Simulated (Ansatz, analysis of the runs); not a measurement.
# A defect in a wire: Al wire along [110], 3 atoms a period, Ti in place of one Al, part 4 of 4

Aim: how much does this defect scatter, and at which energies?

Ansatz 0.2.0; DFT PBE, plane waves, PAW; relaxation of a wire's period (the session's first sound run).

So far. Step 4 (Relaxing the junction): The largest force component on a free atom ends at 0.026 eV/Å, under the limit of 0.06. Ti ends nearest to Al at 2.59 Å, Al at 2.59 Å, Al at 2.60 Å, Al at 2.60 Å, Al at 2.64 Å and Al at 2.65 Å. 6 atoms of the wire itself, hydrogen apart, moved by over 0.45 Å, up to 1.06 Å. Step 5 (Transmission between the leads): The conductance is 2.73 G₀, with 5 channels a spin open in the lead. The lead's Hamiltonian steps by 44.7 meV, which the program calls too much for a lead.

## (6) Conductance and thermopower from T(E) (continued)

The two levels move by half the bias each and T(E) is held rigid. Table of current from the zero-bias T(E) by bias:

```csv
bias (V),current from the zero-bias T(E) (μA)
0.000,0
0.100,21.1
0.200,42.3
0.300,63.4
0.400,84.6
0.500,106
0.600,127
0.700,147
0.800,166
0.900,185
1.000,202
1.100,219
1.200,235
1.300,250
1.400,264
1.500,276
1.600,289
1.700,302
1.800,314
1.900,326
```

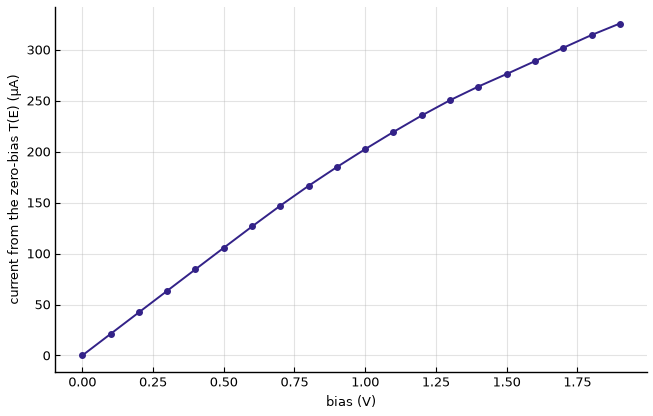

Current from the zero-bias T(E) against bias.

By hand, Mott's formula: S = −(π²k²T/3e) d ln T/dE, and π²k²T/3e = 7.33 μV/K × eV at 300 K. The computed T is 2.72 at -0.070 eV and 2.74 at +0.070 eV, so d ln T/dE ≈ 0.0514 per eV and S ≈ -0.377 μV/K, against -0.398 from the integrals.

The thermopower is -0.398 μV/K. The Lorenz ratio is 1.00, where the Wiedemann-Franz law gives 1. Moving the level by up to 0.1 eV either way gives -0.57 to -0.40 μV/K.

## (7) The wire at its relaxed period

This step: DFT PBE, plane waves, PAW; channels and complex bands of a perfect wire; changed: kpoints.mp_grid.grid = [1, 1, 1], scf.max_iter = 50 (Ansatz 0.2.0).

System of this step: Al wire along [110], 3 atoms a period. The cell holds 3 atoms: 3 Al. Its edges and angles: a = 8.820 Å, b = 9.657 Å, c = 2.501 Å, α = 90.0°, β = 90.0°, γ = 90.0°. Vacuum lies along a and b. The structure's axis is c.

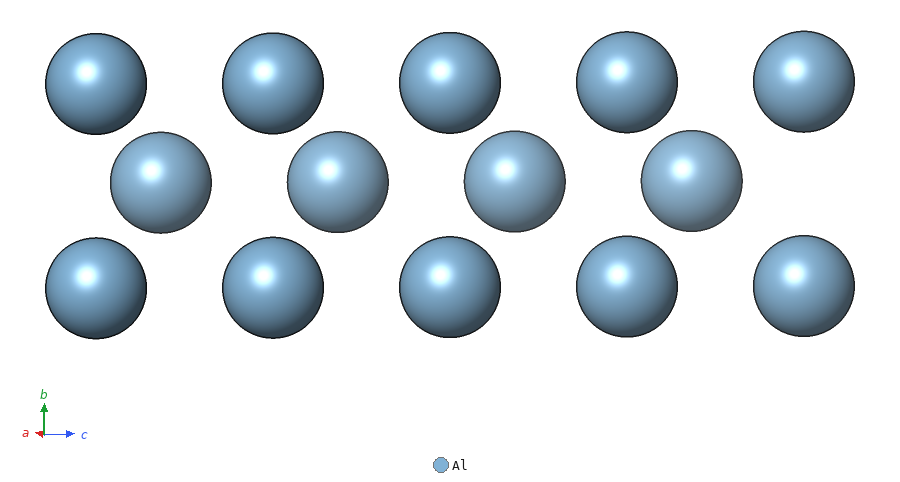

The cell of this step (aluminium light blue). 1×1×4 cells are drawn. Some periodic images of atoms are drawn too.

The input of the run on the perfect lead is made doubtful on purpose.

input.yaml

```yaml
crystal:
  lattice:
    - [8.82, 0.0, 0.0]
    - [0.0, 9.657, 0.0]
    - [0.0, 0.0, 2.5005734463]
  atoms:
    - { symbol: Al, position: [0.38056872, 0.352254387, 0.0] }
    - { symbol: Al, position: [0.624350088, 0.499985057, 0.5] }
    - { symbol: Al, position: [0.38056872, 0.647715727, 0.0] }
kpoints:
  mp_grid: { grid: [1, 1, 1] }
scf:
  occupations: { method: fermi_dirac, width: 0.05 }
  max_iter: 50
hamiltonian:
  xc: pbe
output:
  transmission:
    e_range: [-1.26, 1.26]
    de: 0.035
    kmesh: [1, 1]
    reduced_basis: true
    leads: [[0, 0]]
basis:
  ecutwfc: "350 eV"
```

Launch:

```bash
> ansatz run input.yaml --threads 4 --pin off --max-ram 16384MiB --backend cpu --events-out ev --progress --plain --runs-dir out
```

Numbers of over 12 decimals in the logs are rounded to 6 here.

Output:

```text
[...]
Crystal: 3 atoms, lattice volume = 212.986 Å³
Basis set: ecut = 350 eV, 3161 PW (Γ)
Bands: 9, of which v1, the nominal top of the filled ones, is band 5 counted from 1 (4 counted from 0)
Symmetry: 4 space group operations
[...]
k-points: 1
[...]
SCF iter   1: F=—  HF=-1622.518360 eV  |F-HF|=—  |Δ(HF+E_count)|=         —  Δρ=9.70e-3  dr2=6.44e-1  ethr=1.77e-3  ⟨swp⟩=7.0  Hψ=82  notcnv=0
[...]
SCF iter  12: F=-1622.342137 eV  HF=-1622.342137 eV  |F-HF|=2.42e-7  |Δ(HF+E_count)|=   1.14e-6  Δρ=8.24e-6  dr2=9.76e-8  ethr=1.11e-9  ⟨swp⟩=2.0  Hψ=37  notcnv=0
SCF 1 converged in 12 iterations: F = -1622.342137 eV  dr2 = 9.76e-8
[...]
transmission: 3 of 18 steps passed
transmission: 6 of 18 steps passed
[...]
transmission: 18 of 18 steps passed
SCF converged after 12 iterations
Free energy (F): -1622.342137 eV
[...]
Internal energy: -1622.252204 eV  (E = F + TS)
E sigma→0 (E₀):  -1622.297171 eV
Entropy (-TS):   -0.089933 eV (-29.978 meV/atom)
Fermi energy:    -2.829998 eV
[...]
--- Band table (eV) ---
[...]
--- Transmission ---
  basis      : 619 plane waves across, 3 finite elements along
  points     : 1, standing for a mesh of 1 x 1
[...]
crystal 0  : Al3, at the sites [0, 0], period 2.5006 Å: whole cells are its period
[...]
filled         : 1020.1 meV under the level at which it is neutral
    channels       : 2.000000e0 a spin
[...]
```

It took 18 s on 4 threads of Arm Neoverse V1, shared host; peak memory 0.55 GiB.

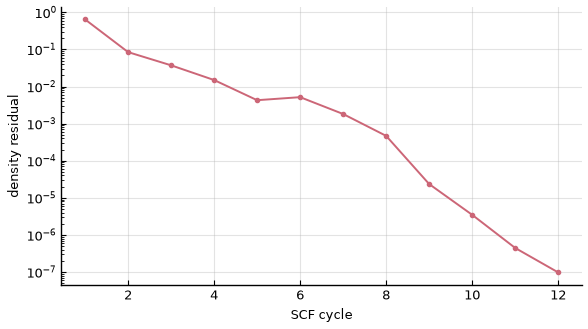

Residual by cycle in this run.

The run finished. A setting was moved off its sound value on purpose, so it serves as a test and not as the result.

The fault put into the input: one k-point for a small cell (kpoints.mp_grid.grid = [1, 1, 1]).

Side by side:

```csv
quantity,this run,sound run,difference
energy at zero smearing (eV),-1622.3,-1609.8,-12.5
"channels at the energy nearest the Fermi level, one spin",2,5,-3
conductance of the lead as this run defines it (G₀),2.4227,4.9999,-2.58
```

The two runs differ clearly in the channels at the energy nearest the Fermi level, one spin: 2 against 5.

## (8) Results

```yaml
conductance_of_the_perfect_wire: 5.00 G₀
conductance_ti_in_place_of_one_al: 2.73 G₀
thermopower_ti_in_place_of_one_al: -0.398 μV/K
```

Summed over the computed window, 53 % of the lead's open channels pass the defect; the conductance at 300 K is 2.73 G₀. With Ti in place of one Al, 55 % of the conductance of that run's own lead (5.00 G₀) is left. Transport is coherent and elastic here: the atoms are frozen, so scattering by vibrations plays no part. With Ti in place of one Al several atoms of the wire itself moved far in the relaxation, so the changed stretch between the held leads may scatter as well as the defect. The free region is short: held atoms still bear up to 0.4 eV/Å after a relaxation. In 1 run the program finds the step of the lead's Hamiltonian too large, so longer leads may change the transmission. A junction with open d shells ran without spin, after the few moments seeded in its relaxation died away; moments on all d atoms were not tried. A cutoff under the files' recommended one was taken to save time; its effect on T(E) was not tested here.

[Logs are printed without paths, hosts, clocks, repeated set-up lines and the standing remarks that a program may print on its own settings, such as how far it seeks lower states.]

[Hosts, paths, dates, database ids (printed as entryN), source tags and the programs' standing remarks are cut or masked in the printed files.]
